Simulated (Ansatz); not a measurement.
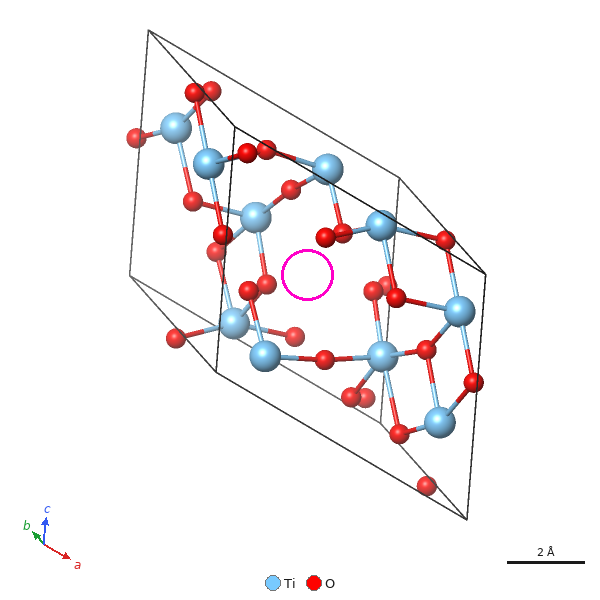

This ball-and-stick model is shown from a general direction. The parallelepiped is the supercell. The host is TiO2, in a cell of 30 sites, and the cell carries a charge of -1. A ring marks the defect's site.

Question: Spot the defect.

Answer: A titanium vacancy. Around the empty site lie four O at about 2.0 Å.

Method used: Ansatz 0.2.0, DFT PBEsol, scalar-relativistic, plane waves, PAW. It ran with plane-wave cutoff 420 eV, a 2×2×2 k-point grid, Gaussian smearing of 0.02 eV, collinear spins.

Question: Is there a net spin in the supercell?

Answer: Yes, 3.0 μB in the cell.

The atoms were relaxed in the host's cell with DFT PBEsol, scalar-relativistic, plane waves, PAW in Ansatz.
